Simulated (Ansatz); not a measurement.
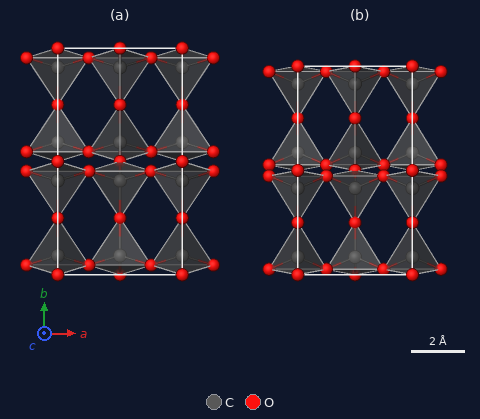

The structure of crystalline CO₂ (a generated structure, set up in Imma) (coarse preliminary run) before (left) and after (right) a relaxation, at one scale.

Style: polyhedral. Shown: the conventional cell (2 times the calculation's cell), along the c axis. Lengths and directions refer to the drawn axes.

Case: Si → C on all its sites, cell and atoms relaxed.

The calculation used Ansatz 0.2.0, DFT r2SCAN, scalar-relativistic, plane waves, PAW. Set-up: plane-wave cutoff 500 eV; k-point mesh 6 × 6 × 6; occupations gaussian; smearing width 0.1 eV; no spin polarisation; cell and atoms relaxed; force threshold 0.05 eV/Å; at most 60 steps.

**Summarise the run.**

The largest moves relative to the cell, 0.13 Å, are those of O atoms. By element the largest moves are O 0.13 Å, C 0.01 Å. The volume changes by −21.6 %, with a 4.780 → 4.401 Å (−7.9 %), b 8.700 → 8.011 Å (−7.9 %), c 8.093 → 7.480 Å (−7.6 %). Among the contacts that change: C–O 1.456 → 1.353 Å, C–O 1.468 → 1.384 Å. Bond angles that change, for instance: C–O–C 157.2° → 145.8°, C–O–C 151.3° → 140.5°, O–C–O 110.3° → 118.1°. The space group stays Imma (No. 74). After 5 accepted moves (6 points after the start) the energy has fallen by 370 meV per atom. The largest force component goes from 2.5 to 0.0053 eV/Å. The pressure goes from −27.60 to 0.09 GPa. At 1 point the geometry stayed and the basis and grid were re-selected for the new cell (energy shift of 2.7 meV per atom at most each time). Cost: 110 s on 2 threads of Oxide Virtual Turin-like Processor (Zen 5) (shared host), peak memory 1.1 GiB.
